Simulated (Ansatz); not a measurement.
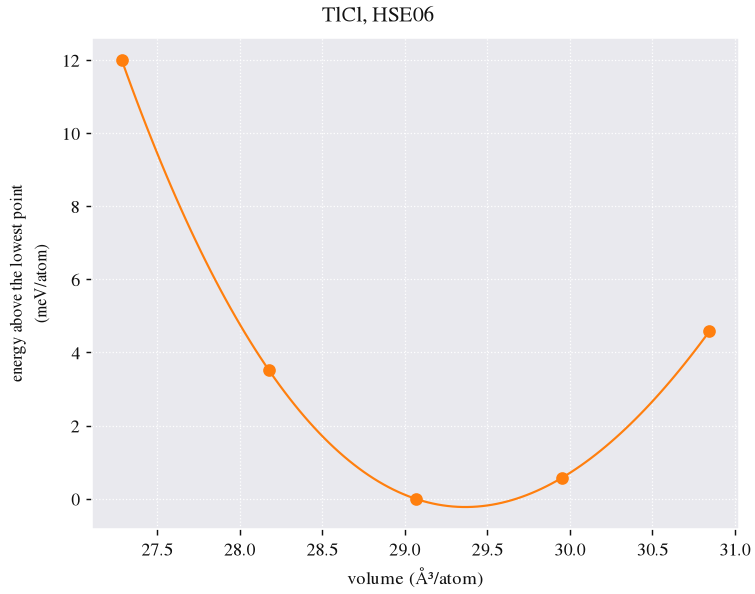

The figure shows the energy above the lowest point against volume for TlCl, space group Pm-3m (No. 221) (one of a set of cubic test structures, which need not be the stable phase).

Calculation (Ansatz 0.2.0 development build): equation of state of a cubic crystal from periodic Kohn-Sham density functional theory without spin, third-order Birch-Murnaghan fit to the free energies; pressure corrected for the finite basis. Level: HSE06, no spin-orbit coupling.

```csv
setting,value
structure type,CsCl
atoms in cell,2
space group number,221
lattice centring,simple cubic
k mesh,4×4×4
occupation method,Fermi–Dirac
occupation width,0.05 eV
wave cutoff,700 eV
datasets,hard PAW
density tolerance,0 eV
bands,18
density cutoff ratio,4
search for lower states,default
exchange singularity,regularized
```

From this curve and the settings, what does the calculation give for the pressure at the same points?

The pressure falls from 2.028 GPa at volume 27.29 Å³/atom to −0.990 GPa at 30.85 Å³/atom, and changes sign near 29.39 Å³/atom.

| volume (Å³/atom) | pressure (GPa) |
| --- | --- |
| 27.29 | 2.028 |
| 28.18 | 1.052 |
| 29.07 | 0.240 |
| 29.96 | −0.430 |
| 30.85 | −0.990 |

Note: modest k-mesh, values are not fully converged in k; no spin-orbit coupling with 6p elements; pseudopotentials made with PBE, not this functional.
